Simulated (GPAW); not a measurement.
# free-standing square Cr monolayer, spacing 2.867 A: one coupling from two orders, and a test

Aim: get Heisenberg couplings of free-standing square Cr monolayer, spacing 2.867 A from the energies of collinear orders, with pencil and paper, and test them on an order left out of the fit.

Method: LDA; plane waves with GPAW's PAW setups, scalar-relativistic, in GPAW 26.7.0.

### 1. The starting structure

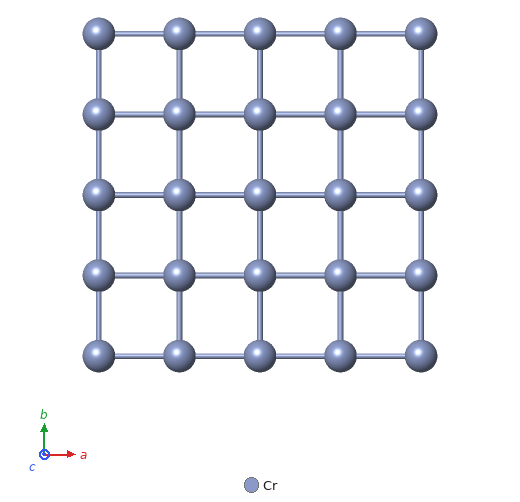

Start, viewed from above; chromium light blue. 4×4×1 cells are drawn. Some periodic images of atoms are drawn too.

The cell holds 1 atom: 1 Cr. Its edges and angles: a = 2.867 Å, b = 2.867 Å, c = 14.000 Å, α = 90.0°, β = 90.0°, γ = 90.0°. model lattice. Vacuum lies along c.

As a file:

```
Cr
1.0
     2.86700    0.00000    0.00000
     0.00000    2.86700    0.00000
     0.00000    0.00000   14.00000
Cr
1
Direct
  0.00000 0.00000 0.50000
```

### 2. The parallel order

All energies count from this run.

Input file order1.py:

```python
import json
import numpy as np
from ase import Atoms
from ase.parallel import paropen, parprint
from gpaw import GPAW

atoms = Atoms(['Cr'],
    cell=[[2.867, 0.0, 0.0],
         [0.0, 2.867, 0.0],
         [0.0, 0.0, 14.0]],
    scaled_positions=[[0.0, 0.0, 0.5]],
    pbc=True,
    magmoms=[2.5])
atoms.calc = GPAW(mode={'name': 'pw', 'ecut': 550},
    xc='LDA',
    kpts={'size': (12, 12, 1), 'gamma': True},
    occupations={'name': 'fermi-dirac', 'width': 0.1},
    convergence={'density': 1e-05, 'energy': 1e-05},
    maxiter=200,
    symmetry={'tolerance': 1e-4},
    txt='order1.txt')
e = atoms.get_potential_energy(force_consistent=True)
res = {'free_energy': e, 'energy_sigma0': atoms.get_potential_energy(), 'fermi_energy': atoms.calc.get_fermi_level()}
res['moments'] = atoms.get_magnetic_moments().tolist()
res['total'] = atoms.get_magnetic_moment()
parprint('site moments (muB):', np.round(res['moments'], 3))
parprint(f"total moment: {res['total']:.3f} muB")
parprint(f'free energy: {e:.6f} eV')
atoms.calc.write('order1.gpw')
n = atoms.calc.get_pseudo_density()
up, down = (atoms.calc.get_pseudo_density(spin=i) for i in (0, 1))
np.savez('grids.npz', density=n, spin=up - down)
with paropen('results.json', 'w') as f:
    json.dump(res, f)
```

Launch:

```console
OMP_NUM_THREADS=1 python3 order1.py > order1.log
```

Numbers of over 12 decimals in the logs are rounded to 6 here.

Log:

```text
site moments (muB): [3.843]
total moment: 4.903 muB
free energy: -6.857176 eV

--- order1.txt ---
Input parameters:
  mode=PW(ecut=550),
  convergence={'density': 1e-05, 'energy': 1e-05},
  kpts=MonkhorstPack(size=(12, 12, 1), gamma=True),
  maxiter=200,
  occupations=Occupations(name='fermi-dirac', width=0.1),
  symmetry=Symmetry(tolerance=0.0001),
  xc=XC(name='LDA')

Diagonalizing LCAO Hamiltonian
[...]
|          3 |        -2.783 |     0.939 |        -0.951 |     0.000 |
|          4 |        -2.783 |     0.939 |         0.869 |     0.000 |
|          5 |        -2.439 |     0.330 |         0.869 |     0.000 |
|          6 |        -2.372 |     0.202 |         1.225 |     0.000 |
|          7 |         1.241 |     0.000 |         1.571 |     0.000 |
|          8 |         2.331 |     0.000 |         2.596 |     0.000 |

No gap
No difference between direct/indirect transitions


[key lines of the parts left out:]
Free energy:      -6.857176
Converged in 26 steps
dipole moment: (-6.838805, -6.838805, 0.000077)  # |e|*Ang
Fermi level: -2.509
```

The job ended after 16 s (1 MPI rank of AMD EPYC 9R45, shared host; peak memory 0.21 GiB).

Spin moment in the augmentation sphere by atom:

```
atom  spin moment in the augmentation sphere (μB)
 Cr1                                         3.84
```

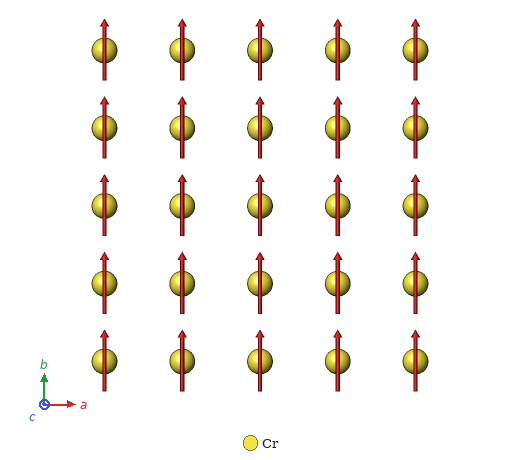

Spin moment in the augmentation sphere as arrows, the longest 3.84 μB. Up and down stand for the sign. Arrows give size and sign along the axis of quantisation, drawn up and down the page. 4×4×1 cells are drawn. Some periodic images of atoms are drawn too.

This step gave:

- magnetization: 4.903 μB
- final state: ferromagnetic

After 26 cycles the largest moment stands at 3.84 μB.

### 3. The orders used for the fit

The other orders were run with the same settings, on meshes that hold the same points. Free energies (smearing 0.1 eV, its entropy term included) are divided by the number of Cr atoms; q is in fractions of the reciprocal vectors of the first run's cell.

```
            order  atoms     mesh  free energy (eV)  eV per Cr  largest moment (μB)
              F +      1  12×12×1           -6.8572    -6.8572                 3.84
AF q=(0,1/2,0) +-      2   12×6×1          -14.2391    -7.1195                 3.73
```

### 4. Counting neighbours

With E = −Σ J e_i·e_j over ordered pairs of unit vectors, turning a neighbour from parallel to opposed costs 2J a Cr atom. So an order lies 2 Σ n J over the parallel one, n being the opposed neighbours in each shell.

```
shell  distance (Å)  neighbours  opposed in AF q=(0,1/2,0) +-  opposed in AF q=(1/2,1/2,0) +-
   J1          2.87           4                             2                               4
   J2          4.05           4                             4                               0
```

Only J1 is kept.

### 5. Solving

```
2 × 2 × J1 = -262.36 meV    (AF q=(0,1/2,0) +-)
J1 = -65.59 meV
```

### 6. The test

The couplings now give the orders that were left out:

```
2 × 4 × (-65.59) = -524.72 meV    (AF q=(1/2,1/2,0) +-)
```

The runs themselves:

```
              order  atoms    mesh  free energy (eV)  eV per Cr  largest moment (μB)  over the parallel order (meV)  foretold (meV)
AF q=(1/2,1/2,0) +-      2  6×12×1          -14.4345    -7.2173                 3.60                        -360.09         -524.72
```

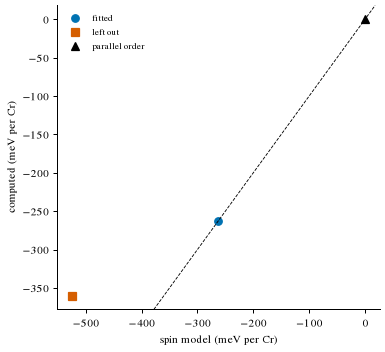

Computed energies of the orders against the model; the dashed line marks agreement.

### 7. One more shell

The miss asks for the next shell, which takes one more order into the fit and leaves none for a test.

```
2 × 2 × J1 + 2 × 4 × J2 = -262.36 meV    (AF q=(0,1/2,0) +-)
2 × 4 × J1 = -360.09 meV    (AF q=(1/2,1/2,0) +-)
J1 = -45.01 meV
J2 = -10.29 meV
```

### 8. Summary of results

```yaml
j1_cr_cr_at_2p87_a: -65.6 meV
largest_miss_on_the_orders_left_out: 165 meV
j1_with_2_shells: -45.0 meV
j2_with_2_shells: -10.3 meV
```

In words: The model misses the order left out by 165 meV, 46 % of the span of the orders, so it fails: these couplings alone don't describe the crystal. With the next shell added the couplings are J1 = -45.01 and J2 = -10.29 meV, untested. The first dropped shell that the test feels is J2 at 4.05 Å. The site moments spread by 6.4 % over the orders. In a metal couplings reach far, and the mesh was not tested. The couplings are effective ones: further shells with opposed neighbours are folded into them or show in the miss. No mean-field temperature is given: it needs a model that holds, an unfrustrated order and couplings in all three dimensions.

[Logs and program files are shortened in this print: banners, set-up blocks, solver, clock and traceback lines can be left out without a mark of their own.]

[Logs are printed without paths, hosts, clocks, repeated set-up lines and the standing remarks that a program may print on its own settings, such as how far it seeks lower states.]

[Hosts, paths, dates, database ids (printed as entryN), source tags and the programs' standing remarks are cut or masked in the printed files.]

[Where a cell is said to come from a database of computed structures, the database is the Materials Project.]
